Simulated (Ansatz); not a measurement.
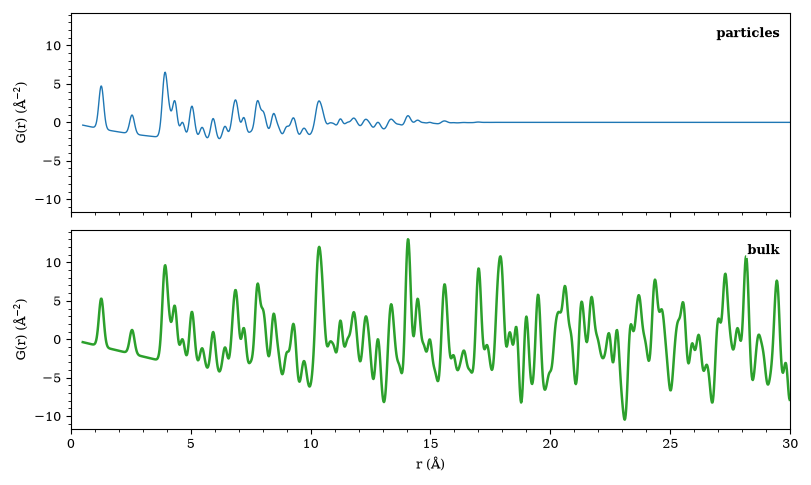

Computed X-ray G(r), with each pair weighted by the product of the atomic numbers (X-ray weights at Q = 0) and a uniform peak width σ = 0.10 Å, for spherical particles of C with the bulk structure: the bulk G(r) is multiplied by the envelope of a sphere of diameter D, 1 − 3r/2D + r³/2D³, with no surface relaxation. The number density is 0.0593 atoms per Å³. It is based on the end point of a relaxation with DFT, BLYP, plane waves (420 eV) with PAW, scalar-relativistic in Ansatz; the starting structure was generated, so it need not be a known form of this composition.

Estimate the particle diameter.

Answer. About 18 Å (1.8 nm): the signal is half of the bulk amplitude at r ≈ 6.2 Å and vanishes at r = D, fading from view somewhat earlier.

Roughly how many atoms does one particle hold?

Answer. About 180 (number density 0.0593 Å⁻³ times πD³/6).
